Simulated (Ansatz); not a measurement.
**SiC2: a trial structure relaxed, part 1 of 2**

The task: take a trial cell of SiC2 to zero force and stress.

Program: Ansatz 0.2.0. Level of theory: DFT PBE, scalar-relativistic, plane waves, PAW. These are calculated values, not measurements.

### Step 1. Starting point

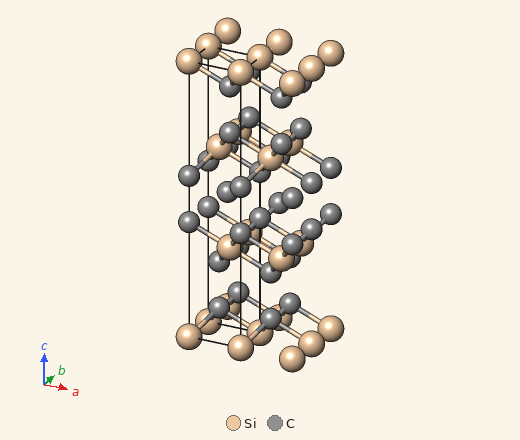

Start, viewed slightly off an axis; silicon light orange, carbon grey. 2×2×1 cells are drawn. Atoms on the faces are drawn again on the opposite ones. The cell drawn here is the conventional one.

Structure file:

```cif
data_structure
_symmetry_space_group_name_H-M 'P 1'
_symmetry_Int_Tables_number 1
_cell_length_a 3.9033
_cell_length_b 3.9033
_cell_length_c 3.9033
_cell_angle_alpha 41.655
_cell_angle_beta 41.655
_cell_angle_gamma 41.655
_cell_volume 23.75
loop_
_atom_site_label
_atom_site_type_symbol
_atom_site_fract_x
_atom_site_fract_y
_atom_site_fract_z
_atom_site_occupancy
Si1 Si 0.00000 0.00000 0.00000 1
C1 C 0.41606 0.41606 0.41606 1
C2 C 0.58394 0.58394 0.58394 1
```

The cell is invented: 4-, 6-connected net, elements by coordination (R-3m, No. 166). The dimensions are guesses.

### Step 2. The guess as it stands, on a coarse mesh

The input, input.yaml:

```yaml
crystal:
  lattice:
    - [1.3878108, 0.80125294, 3.55913144]
    - [-1.3878108, 0.80125294, 3.55913144]
    - [0.0, -1.60250588, 3.55913144]
  atoms:
    - { symbol: Si, position: [0.0, 0.0, 0.0] }
    - { symbol: C, position: [0.41606411, 0.41606411, 0.41606411] }
    - { symbol: C, position: [0.58393589, 0.58393589, 0.58393589] }
basis:
  ecutwfc: 420
kpoints:
  mp_grid: { grid: [6, 6, 6] }
hamiltonian:
  xc: pbe
scf:
  occupations: { method: gaussian, width: 0.1 }
  lower_state_search: "off"
output:
  forces: true
  stress: true
  eigenvalues: true
```

Started as:

```
$ ansatz run input.yaml --threads 1 --pin off --max-ram 2560MiB --backend cpu --events-out ev --progress --plain --runs-dir out
```

The log of the run, shortened:

```text
Warning: RAYON_NUM_THREADS=1 ignored (pool sized by the plan → 1); use --threads N
[...]
Pseudopotentials: kind: paw
Pseudopotential: Si, paw, valence charge 4, recommended cutoff 420 eV (normal), Si.paw.azcp
Pseudopotential: C, paw, valence charge 4, recommended cutoff 420 eV (normal), C.paw.azcp
Functional definition: PBE
[...]
Crystal: 3 atoms, lattice volume = 23.746 Å³
Basis set: ecut = 420 eV, 467 PW (Γ), exchange–correlation on 54×54×54 points (8 copies of the dense FFT grid, shifted against one another)
Bands: 10, of which v1, the nominal top of the filled ones, is band 6 counted from 1 (5 counted from 0)
Symmetry: 12 space group operations
Space group: R-3m (ITA 166), of the structure as read, at distance tolerance 2.9e-5 Å
[...]
SCF converged after 6 iterations
Free energy (F): -1132.638097 eV
[...]
E sigma→0 (E₀):  -1132.635433 eV
Entropy (-TS):   -0.005329 eV (-1.776 meV/atom)
Fermi energy:    11.404609 eV
[...]
--- Forces (eV/Å), atoms counted from 1 ---
  atom   1  Si    -0.00000000     0.00000000     0.00000000
  atom   2  C      0.00000000    -0.00000000     9.08367291
  atom   3  C      0.00000000     0.00000000    -9.08367291
[...]
--- Stress (GPa, compression-positive) ---
       73.093370      -0.000000       0.000000
       -0.000000      73.093370       0.000000
        0.000000       0.000000      16.828784
  P = ⅓ Tr σ = 54.3385 GPa (543.385 kbar)
--- Band table (eV; the first three rows and the last of 32) ---
  k-point 0: bands = ["-6.6892", "3.0027", "4.2366", "11.7826", "11.7826", "11.7988", "11.7988", "17.6183", "21.1056", "22.6598"]
[...]
```

Wall time 0.79 s (1 thread of Intel Xeon at 2.70GHz, shared host); peak memory 0.29 GiB.

From the probe: pressure 54.3 GPa, largest force 9.08 eV/Å, gap on this mesh none (metal). A cheap, loose relaxation comes first.

### Step 3. Spin check on a coarse mesh

Changes to input.yaml since step 2:

```diff
@@ -7,4 +7,4 @@
     - { symbol: Si, position: [0.0, 0.0, 0.0] }
-    - { symbol: C, position: [0.41606411, 0.41606411, 0.41606411] }
-    - { symbol: C, position: [0.58393589, 0.58393589, 0.58393589] }
+    - { symbol: C, position: [0.41606411, 0.41606411, 0.41606411], spin: 1.0 }
+    - { symbol: C, position: [0.58393589, 0.58393589, 0.58393589], spin: 1.0 }
 basis:
@@ -22 +22,4 @@
   eigenvalues: true
+  populations: true
+magnetization:
+  spin_polarized: true
```

Started as:

```
$ ansatz run input.yaml --threads 1 --pin off --max-ram 2560MiB --backend cpu --events-out ev --progress --plain --runs-dir out
```

The log of the run, shortened:

```text
[...]
SCF converged after 17 iterations
Magnetization: 0.0000 μB (6.0000 up, 6.0000 down)
Absolute magnetization: 0.0000 μB (∫|ρ↑−ρ↓|, with the PAW one-centre terms)
Spin contamination: 0.0000 ħ² per cell (⟨S²⟩ above its minimum at these occupations)
Per-site moments (μB) at R_I (Å): [(2.3788947448891726e-8, 0.75481084208665), (6.218359517190507e-7, 0.739378690982369), (6.218359517385565e-7, 0.739378690982369)]
[...]
       -0.000000       0.000000      16.829005
  P = ⅓ Tr σ = 54.3387 GPa (543.387 kbar)
--- Band table (eV; the first three rows and the last of 64) ---
  k-point 0 ↑: bands = ["-6.6892", "3.0027", "4.2366", "11.7826", "11.7826", "11.7988", "11.7988", "17.6183", "21.1056", "22.6598", "22.6598"]
[...]
--- Löwdin populations: 3 sites ---
  site symbol       q [e]    m [muB]
     0     Si      2.8334    -0.0000
     1      C      4.5118     0.0000
     2      C      4.5118     0.0000
  spilling = 0.011925 (of n_electrons = 12.000000)
```

It took 4.7 s on 1 thread of Intel Xeon at 2.70GHz, shared host; peak memory 0.3 GiB.

By site:

| atom | Löwdin electrons |
| --- | --- |
| Si1 | 2.83 |
| C2 | 4.51 |
| C3 | 4.51 |

The same cell is solved with trial moments on C. The largest site moment that stays is 0.00 μB and the cell's total 0.00 μB. The workflow keeps spin only above 0.25 μB on a site, so the next run goes without spin.

### Step 4. A loose first relaxation

The input, input.yaml:

```yaml
crystal:
  lattice:
    - [1.3878108, 0.80125294, 3.55913144]
    - [-1.3878108, 0.80125294, 3.55913144]
    - [0.0, -1.60250588, 3.55913144]
  atoms:
    - { symbol: Si, position: [0.0, 0.0, 0.0] }
    - { symbol: C, position: [0.41606411, 0.41606411, 0.41606411] }
    - { symbol: C, position: [0.58393589, 0.58393589, 0.58393589] }
basis:
  ecutwfc: 420
kpoints:
  mp_grid: { grid: [6, 6, 6] }
hamiltonian:
  xc: pbe
scf:
  occupations: { method: gaussian, width: 0.1 }
  lower_state_search: "off"
output:
  forces: true
  stress: true
  eigenvalues: true
relax:
  adjacent_minimum: "off"
  f_tol: 0.04
  max_steps: 70
  cell: { stress_tol: 0.4 }
```

Started as:

```
$ ansatz run input.yaml --threads 1 --pin off --max-ram 2560MiB --backend cpu --events-out ev --progress --plain --runs-dir out
```

The log of the run:

```text
Warning: RAYON_NUM_THREADS=1 ignored (pool sized by the plan → 1); use --threads N
Engine: ansatz 0.2.0, x86_64-unknown-linux-gnu
Pseudopotentials: kind: paw
Pseudopotential: Si, paw, valence charge 4, recommended cutoff 420 eV (normal), Si.paw.azcp
Pseudopotential: C, paw, valence charge 4, recommended cutoff 420 eV (normal), C.paw.azcp
Functional definition: PBE
  parameter kappa = 0.804
  parameter beta = 0.06672455060314922
  exchange = pbe_x(kappa = kappa, mu = beta*pi^2/3)
  correlation = pbe_c(beta = beta)
Crystal: 3 atoms, lattice volume = 23.746 Å³
Basis set: ecut = 420 eV, 467 PW (Γ), exchange–correlation on 54×54×54 points (8 copies of the dense FFT grid, shifted against one another)
Bands: 10, of which v1, the nominal top of the filled ones, is band 6 counted from 1 (5 counted from 0)
Symmetry: 12 space group operations
Space group: R-3m (ITA 166), of the structure as read, at distance tolerance 2.9e-5 Å
k-points: 32 of 216
Non-local potential: Si, projectors of the file, l = 0: 2, l = 1: 2, l = 2: 2
Non-local potential: C, projectors of the file, l = 0: 2, l = 1: 2, l = 2: 1
PAW form: soft (Blöchl's): semilocal exchange-correlation on the pseudo side does not see the compensation charge
PAW one-centre angular grid: Si, 110 points (default); XC on 64 Gauss nodes
PAW one-centre angular grid: C, 110 points (default); XC on 64 Gauss nodes
Initial density: superposition of atomic densities (neutral atoms: chi_scale 0, normalization atom), corrected by the library's trained network
Initial wavefunctions: pseudopotential atomic-orbital guess
Functional: x = pbe(κ = 0.804, μ = 0.2195149727645171), c = pbe(β = 0.06672455060314922)
SCF iter   1: F=—  HF=-1132.641773 eV  |F-HF|=—  |Δ(HF+E_count)|=         —  Δρ=1.56e-2  dr2=2.31e-2  ethr=1.77e-3  ⟨swp⟩=5.3  Hψ=2291  notcnv=0
preconditioner: auto → none  [insulator: Δε(μ)=0.205 eV  Ē_g=13.535 eV  σ=0.100 eV  W_gap=0.64  n_scr=2 (ndim 8)  ℏωp=26.4 eV  f_vac=0.000  D(μ)=1.01/eV (n_scr^D=8)  ε∞_Penn≈4.8]
SCF iter   2: F=—  HF=-1132.638336 eV  |F-HF|=—  |Δ(HF+E_count)|=   3.44e-3  Δρ=7.21e-3  dr2=4.31e-3  ethr=1.93e-4  ⟨swp⟩=1.0  Hψ=576  notcnv=0
SCF iter   3: F=—  HF=-1132.638145 eV  |F-HF|=—  |Δ(HF+E_count)|=   1.91e-4  Δρ=7.32e-4  dr2=1.84e-4  ethr=3.59e-5  ⟨swp⟩=2.0  Hψ=500  notcnv=0
SCF iter   4: F=—  HF=-1132.638095 eV  |F-HF|=—  |Δ(HF+E_count)|=   5.03e-5  Δρ=2.19e-4  dr2=4.78e-6  ethr=1.53e-6  ⟨swp⟩=2.0  Hψ=434  notcnv=0
SCF iter   5: F=—  HF=-1132.638097 eV  |F-HF|=—  |Δ(HF+E_count)|=   2.70e-6  Δρ=2.15e-5  dr2=1.37e-7  ethr=3.98e-8  ⟨swp⟩=2.3  Hψ=501  notcnv=0
SCF iter   6: F=-1132.638097 eV  HF=-1132.638097 eV  |F-HF|=1.67e-9  |Δ(HF+E_count)|=   2.64e-8  Δρ=2.94e-6  dr2=1.14e-9  ethr=8.33e-10  ⟨swp⟩=6.0  Hψ=1534  notcnv=0
SCF 1 converged in 6 iterations: F = -1132.638097 eV  dr2 = 1.14e-9
relax step   1: F+E_penalty+E_count = -1132.63809725 eV  Δ(F+E_penalty+E_count) = +0.000e0 eV  max|allowed force component| = 9.084e0 eV/Å  Δτ_max = 0.0000 Å  P = +54.339 GPa  Ω = 23.746 Å³  (6 SCF iters, dr2 threshold 1.00e-7 eV, accepted)
Crystal: 3 atoms, lattice volume = 24.313 Å³
Basis set: ecut = 420 eV, 485 PW (Γ), exchange–correlation on 54×54×54 points (8 copies of the dense FFT grid, shifted against one another)
Initial density: handed on by an earlier stage of this run
Initial wavefunctions: those handed on with the density
iter 1 solved again at ethr=1.98e-3 eV; its pass at ethr=3.10e-3 eV (dr2=2.37e-1 eV) is discarded
SCF iter   1: F=—  HF=-1134.613009 eV  |F-HF|=—  |Δ(HF+E_count)|=         —  Δρ=2.81e-2  dr2=2.46e-1  ethr=1.98e-3  ⟨swp⟩=1.0  Hψ=2580  notcnv=0
preconditioner: auto → none  [metal: Δε(μ)=0.105 eV  Ē_g=13.798 eV  σ=0.100 eV  W_gap=0.48  n_scr=2 (ndim 8)  ℏωp=26.1 eV  f_vac=0.000  D(μ)=0.83/eV (n_scr^D=2)]
SCF iter   2: F=—  HF=-1134.525260 eV  |F-HF|=—  |Δ(HF+E_count)|=   8.77e-2  Δρ=7.28e-3  dr2=5.20e-3  ethr=1.98e-3  ⟨swp⟩=2.0  Hψ=574  notcnv=0
SCF iter   3: F=—  HF=-1134.524665 eV  |F-HF|=—  |Δ(HF+E_count)|=   5.95e-4  Δρ=3.18e-3  dr2=9.14e-4  ethr=4.34e-5  ⟨swp⟩=1.3  Hψ=409  notcnv=0
SCF iter   4: F=—  HF=-1134.524697 eV  |F-HF|=—  |Δ(HF+E_count)|=   3.19e-5  Δρ=2.19e-4  dr2=5.86e-6  ethr=7.62e-6  ⟨swp⟩=2.0  Hψ=504  notcnv=0
SCF iter   5: F=—  HF=-1134.524700 eV  |F-HF|=—  |Δ(HF+E_count)|=   3.30e-6  Δρ=3.03e-5  dr2=1.21e-7  ethr=4.88e-8  ⟨swp⟩=2.5  Hψ=509  notcnv=0
SCF iter   6: F=-1134.524700 eV  HF=-1134.524700 eV  |F-HF|=1.43e-10  |Δ(HF+E_count)|=   4.44e-8  Δρ=3.09e-6  dr2=1.55e-9  ethr=1.01e-9  ⟨swp⟩=2.8  Hψ=1311  notcnv=0
SCF 2 converged in 6 iterations: F = -1134.524700 eV  dr2 = 1.55e-9
relax step   2: F+E_penalty+E_count = -1134.52470024 eV  Δ(F+E_penalty+E_count) = -1.887e0 eV  max|allowed force component| = 7.595e0 eV/Å  Δτ_max = 0.0963 Å  P = +27.341 GPa  Ω = 24.313 Å³  energy of the carried Pulay correction = -1.590e-3 eV  (6 SCF iters, dr2 threshold 3.00e-7 eV, accepted)
Crystal: 3 atoms, lattice volume = 24.147 Å³
Basis set: ecut = 420 eV, 479 PW (Γ), exchange–correlation on 54×54×54 points (8 copies of the dense FFT grid, shifted against one another)
SCF iter   1: F=—  HF=-1135.790364 eV  |F-HF|=—  |Δ(HF+E_count)|=         —  Δρ=1.01e-1  dr2=2.69e0  ethr=3.10e-3  ⟨swp⟩=5.5  Hψ=2228  notcnv=0
preconditioner: auto → none  [insulator: Δε(μ)=0.251 eV  Ē_g=14.929 eV  σ=0.100 eV  W_gap=0.59  n_scr=2 (ndim 8)  ℏωp=26.2 eV  f_vac=0.000  D(μ)=0.41/eV (n_scr^D=0)  ε∞_Penn≈4.1]
SCF iter   2: F=—  HF=-1134.873408 eV  |F-HF|=—  |Δ(HF+E_count)|=   9.17e-1  Δρ=2.80e-2  dr2=1.16e-1  ethr=3.10e-3  ⟨swp⟩=3.0  Hψ=929  notcnv=0  defer=8
SCF iter   3: F=—  HF=-1134.837772 eV  |F-HF|=—  |Δ(HF+E_count)|=   3.56e-2  Δρ=5.73e-3  dr2=3.08e-3  ethr=9.64e-4  ⟨swp⟩=2.5  Hψ=650  notcnv=0  defer=8
SCF iter   4: F=—  HF=-1134.838016 eV  |F-HF|=—  |Δ(HF+E_count)|=   2.44e-4  Δρ=6.54e-4  dr2=3.24e-5  ethr=2.56e-5  ⟨swp⟩=2.7  Hψ=507  notcnv=0  defer=8
SCF iter   5: F=—  HF=-1134.838056 eV  |F-HF|=—  |Δ(HF+E_count)|=   3.93e-5  Δρ=7.55e-5  dr2=5.18e-7  ethr=2.70e-7  ⟨swp⟩=2.2  Hψ=507  notcnv=0  defer=8
SCF iter   6: F=-1134.838056 eV  HF=-1134.838056 eV  |F-HF|=5.42e-9  |Δ(HF+E_count)|=   5.71e-7  Δρ=8.10e-6  dr2=5.55e-9  ethr=2.50e-9  ⟨swp⟩=7.5  Hψ=1867  notcnv=0
SCF 3 converged in 6 iterations: F = -1134.838056 eV  dr2 = 5.55e-9
relax step   3: F+E_penalty+E_count = -1134.83805622 eV  Δ(F+E_penalty+E_count) = -3.134e-1 eV  max|allowed force component| = 1.289e1 eV/Å  Δτ_max = 0.1949 Å  P = +52.427 GPa  Ω = 24.147 Å³  energy of the carried Pulay correction = -1.128e-3 eV  (6 SCF iters, dr2 threshold 3.00e-7 eV, accepted)
[... 10 lines left out ...]
relax step   4: F+E_penalty+E_count = -1135.63265034 eV  Δ(F+E_penalty+E_count) = -7.946e-1 eV  max|allowed force component| = 4.127e0 eV/Å  Δτ_max = 0.1052 Å  P = +2.574 GPa  Ω = 25.744 Å³  energy of the carried Pulay correction = -5.444e-3 eV  (6 SCF iters, dr2 threshold 3.00e-7 eV, accepted)
[... 13 lines left out ...]
relax step   5: F+E_penalty+E_count = -1135.84339210 eV  Δ(F+E_penalty+E_count) = -2.107e-1 eV  max|allowed force component| = 1.967e0 eV/Å  Δτ_max = 0.0313 Å  P = +1.304 GPa  Ω = 26.048 Å³  energy of the carried Pulay correction = -6.234e-3 eV  (6 SCF iters, dr2 threshold 3.00e-7 eV, accepted)
[... 12 lines left out ...]
relax step   6: F+E_penalty+E_count = -1135.89248640 eV  Δ(F+E_penalty+E_count) = -4.909e-2 eV  max|allowed force component| = 7.856e-1 eV/Å  Δτ_max = 0.0233 Å  P = +4.148 GPa  Ω = 26.375 Å³  energy of the carried Pulay correction = -7.072e-3 eV  (6 SCF iters, dr2 threshold 3.00e-7 eV, accepted)
[... 12 lines left out ...]
relax step   7: F+E_penalty+E_count = -1135.90124072 eV  Δ(F+E_penalty+E_count) = -8.754e-3 eV  max|allowed force component| = 1.688e-2 eV/Å  Δτ_max = 0.0047 Å  P = +0.064 GPa  Ω = 26.641 Å³  energy of the carried Pulay correction = -7.747e-3 eV  (6 SCF iters, dr2 threshold 3.00e-7 eV, accepted)
[... 11 lines left out ...]
relax step   8: F+E_penalty+E_count = -1135.91473737 eV  Δ(F+E_penalty+E_count) = -1.350e-2 eV  max|allowed force component| = 1.986e-2 eV/Å  Δτ_max = 0.0000 Å  P = +0.692 GPa  Ω = 26.641 Å³  stress off target by 8.29e-1 GPa  SCF on the basis re-selected at this cell (its energy is not comparable with the rows above)  (6 SCF iters)
[... 14 lines left out ...]
relax step   9: F+E_penalty+E_count = -1135.91476414 eV  Δ(F+E_penalty+E_count) = -2.677e-5 eV  max|allowed force component| = 1.712e-3 eV/Å  Δτ_max = 0.0002 Å  P = +0.065 GPa  Ω = 26.734 Å³  energy of the carried Pulay correction = -2.310e-4 eV  (6 SCF iters, dr2 threshold 3.00e-7 eV, accepted)
iter 1 solved again at ethr=5.44e-8 eV; its pass at ethr=3.10e-3 eV (dr2=6.52e-6 eV) is discarded
SCF iter   1: F=—  HF=-1135.914966 eV  |F-HF|=—  |Δ(HF+E_count)|=         —  Δρ=1.64e-5  dr2=1.05e-8  ethr=5.44e-8  ⟨swp⟩=3.2  Hψ=3218  notcnv=0
preconditioner: auto → none  [insulator: Δε(μ)=0.161 eV  Ē_g=13.380 eV  σ=0.100 eV  W_gap=0.66  n_scr=2 (ndim 8)  ℏωp=24.9 eV  f_vac=0.000  D(μ)=0.58/eV (n_scr^D=2)  ε∞_Penn≈4.5]
SCF iter   2: F=—  HF=-1135.914968 eV  |F-HF|=—  |Δ(HF+E_count)|=   1.67e-6  Δρ=8.16e-6  dr2=2.21e-9  ethr=8.75e-11  ⟨swp⟩=2.3  Hψ=518  notcnv=0
iter 3 did not close the SCF: its close was put off for the readings that it lacked (scf_convergence_deferred on its scf_iter line)
SCF iter   3: F=-1135.914968 eV  HF=-1135.914968 eV  |F-HF|=6.46e-11  |Δ(HF+E_count)|=   1.04e-8  Δρ=8.20e-7  dr2=6.26e-11  ethr=1.84e-11  ⟨swp⟩=2.0  Hψ=508  notcnv=0
iter 4 did not close the SCF: its close was put off for the readings that it lacked (scf_convergence_deferred on its scf_iter line)
SCF iter   4: F=-1135.914968 eV  HF=-1135.914968 eV  |F-HF|=3.41e-12  |Δ(HF+E_count)|=  7.50e-11  Δρ=1.66e-7  dr2=2.55e-12  ethr=1.00e-12  ⟨swp⟩=2.6  Hψ=494  notcnv=0
iter 5 did not close the SCF: its close was put off for the readings that it lacked (scf_convergence_deferred on its scf_iter line)
SCF iter   5: F=-1135.914968 eV  HF=-1135.914968 eV  |F-HF|=6.82e-13  |Δ(HF+E_count)|=  4.55e-12  Δρ=2.41e-8  dr2=8.11e-14  ethr=1.00e-12  ⟨swp⟩=1.0  Hψ=320  notcnv=0
iter 6 did not close the SCF: its close was put off for the readings that it lacked (scf_convergence_deferred on its scf_iter line)
SCF iter   6: F=-1135.914968 eV  HF=-1135.914968 eV  |F-HF|=0.00e0  |Δ(HF+E_count)|=  4.55e-13  Δρ=8.52e-9  dr2=3.84e-15  ethr=1.00e-12  ⟨swp⟩=1.0  Hψ=320  notcnv=0
SCF iter   7: F=-1135.914968 eV  HF=-1135.914968 eV  |F-HF|=2.27e-13  |Δ(HF+E_count)|=  2.27e-13  Δρ=1.08e-9  dr2=3.18e-16  ethr=1.00e-12  ⟨swp⟩=1.0  Hψ=769  notcnv=0
SCF 10 converged in 7 iterations: F = -1135.914968 eV  dr2 = 3.18e-16
relax step  10: F+E_penalty+E_count = -1135.91496773 eV  Δ(F+E_penalty+E_count) = -2.036e-4 eV  max|allowed force component| = 1.643e-3 eV/Å  Δτ_max = 0.0000 Å  P = +0.069 GPa  Ω = 26.734 Å³  stress off target by 9.86e-2 GPa  SCF on the basis re-selected at this cell (its energy is not comparable with the rows above)  (7 SCF iters)
basis re-selected at this cell: Δ(F+E_penalty+E_count) = -2.036e-4 eV, ΔP = +0.005 GPa vs the last step (what re-selecting the basis moved, of the pressure what is left beyond the Pulay correction that the steps carried, after the strain that the cell walked since its last selection, with what the two solves' SCF thresholds leave and, on support functions, any second-order correction that the steps lacked; it is no measure of the basis error at this ecutwfc). This SCF's stress stands 9.86e-2 GPa from its target on what of the cell is left free (relax.cell.stress_tol is 4.00e-1 GPa) and its largest allowed force component is 1.64e-3 eV/Å (relax.f_tol is 4.00e-2 eV/Å): within both
SCF converged after 7 iterations
Free energy (F): -1135.914968 eV
Harris-Foulkes:  -1135.914968 eV  (|F-HF|=2.27e-13)
Internal energy: -1135.912048 eV  (E = F + TS)
E sigma→0 (E₀):  -1135.913508 eV
Entropy (-TS):   -0.002920 eV (-0.973 meV/atom)
Fermi energy:    10.217224 eV
--- Per-component energies (eV) ---
  E_band       = 40.498121
  E_kinetic    = 223.237980
  E_local      = -175.954612  (includes V_loc(G=0)·N_el)
  E_nonlocal   = 78.706792
  E_hartree    = 48.740120
  E_xc         = -152.725275
  E_vxc        = -167.886706  (∫ρ·V_xc dr)
  E_paw        = -710.596239  (= ΣΔE_a)
  E_vpaw       = -15.085592  (= ΣTr[D̂ρ^β])
  E_aug_tail   = 0.000018  (compensation charges beyond the density's cutoff)
  E_ewald      = -447.320832
  E_smearing   = -0.002920  (= −TS)
  E_closure    = 0.000000  (closes the sum)
  Σ components = -1135.914968   (vs F -1135.914968, Δ=0.00e0)
--- Forces (eV/Å), atoms counted from 1 ---
  atom   1  Si     0.00000000     0.00000000    -0.00000000
  atom   2  C     -0.00000000    -0.00000000    -0.00164272
  atom   3  C      0.00000000     0.00000000     0.00164272
  max |Σ_I F_I| component: 1.11e-16 eV/Å
--- Stress (GPa, compression-positive) ---
        0.098647      -0.000000      -0.000000
       -0.000000       0.098647       0.000000
       -0.000000       0.000000       0.011166
  P = ⅓ Tr σ = 0.0695 GPa (0.695 kbar)
--- Band table (eV; the first three rows and the last of 32) ---
  k-point 0: bands = ["-6.9280", "0.9371", "2.2582", "9.2344", "9.2344", "13.0893", "13.0893", "17.6374", "18.4841", "19.0644"]
  k-point 1: bands = ["-6.4065", "0.8247", "2.9720", "7.2973", "8.9201", "11.1373", "12.0094", "17.0198", "18.8656", "20.0896"]
  k-point 2: bands = ["-4.9813", "0.7042", "3.9161", "4.3327", "8.4484", "9.0220", "10.4813", "15.1167", "17.3532", "19.3976"]
  k-point 31: bands = ["-5.0304", "-4.2773", "7.2596", "8.8178", "8.8178", "13.4769", "13.4769", "16.9371", "18.1650", "19.3111"]
--- Relaxed structure (8 steps of the walk, 8 accepted, 2 SCFs on fresh bases) ---
  F+E_penalty+E_count = -1135.91496773 eV   max|allowed force component| = 1.643e-3 eV/Å   (the final SCF, on the basis selected at the relaxed cell)
  cell:  # Å, volume = 26.7344 Å³
    - [1.4560370494266859, 0.8406433824365658, 3.640279463094114]
    - [-1.4560370494266859, 0.8406433824365658, 3.640279463094114]
    - [-3.507700210525457e-33, -1.6812867648731311, 3.640279463094114]
  atoms:
    - { symbol: Si, position: [1.0831128669207695e-19, 1.08311286692077e-19, 1.0831128669207598e-19] }
    - { symbol: C, position: [0.4381728424789324, 0.4381728424789324, 0.43817284247893246] }
    - { symbol: C, position: [0.5618271575210674, 0.5618271575210674, 0.5618271575210675] }
```

Wall time 10 s (1 thread of Intel Xeon at 2.70GHz, shared host); peak memory 0.32 GiB.

Relaxation path:

```
step  E - E(step 1) (eV/cell)  largest force component (eV/Å)  pressure (GPa)  volume (Å³)
   1                   0.0000                          9.0837           54.34        23.75
   2                  -1.8866                          7.5952           27.34        24.31
   3                  -2.2000                         12.8862           52.43        24.15
   4                  -2.9946                          4.1266            2.57        25.74
   5                  -3.2053                          1.9668            1.30        26.05
   6                  -3.2544                          0.7856            4.15        26.37
   7                  -3.2631                          0.0169            0.06        26.64
   8                  -3.2766                          0.0199            0.69        26.64
   9                  -3.2767                          0.0017            0.06        26.73
  10                  -3.2769                          0.0016            0.07        26.73
```

Step 1 is the start. Steps 8, 10 each repeat the geometry before them on a plane-wave basis chosen anew, so the energy can jump there without any move.

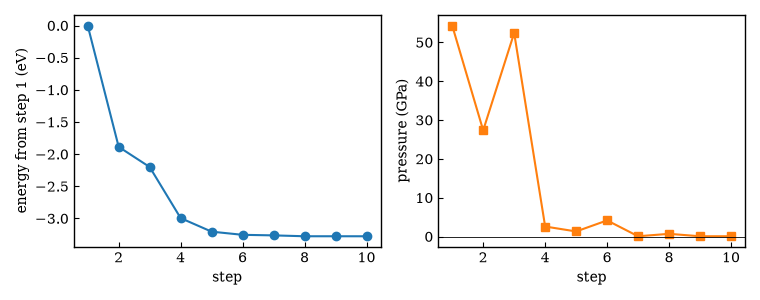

Energy and pressure along the relaxation.

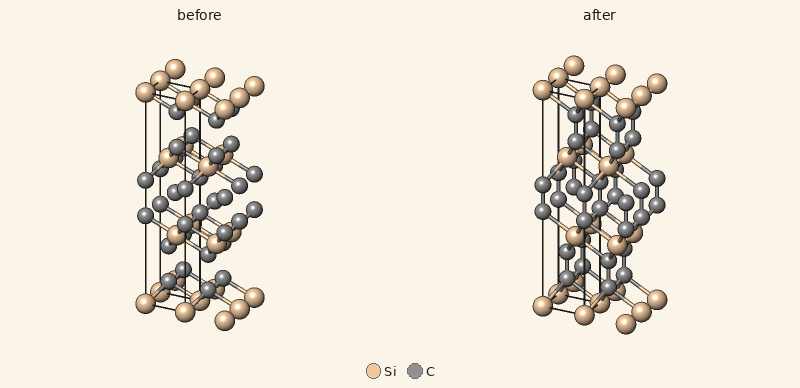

The structure before (left) and after (right) the relaxation, drawn at the same scale.

Lengths and angles in the start's conventional setting:

|  | before | after | change |
| --- | --- | --- | --- |
| a (Å) | 2.776 | 2.912 | +4.9 % |
| b (Å) | 2.776 | 2.912 | +4.9 % |
| c (Å) | 10.677 | 10.921 | +2.3 % |
| volume (Å³/atom) | 7.92 | 8.91 | +12.6 % |
| shortest distance (Å) | 1.792 | 1.350 | -24.7 % |
| space group (0.01 Å) | R-3m | R-3m | same |

The run keeps the 12 symmetry operations of the start, so it could not have lowered the symmetry.

(Continued in part 2 of 2.)
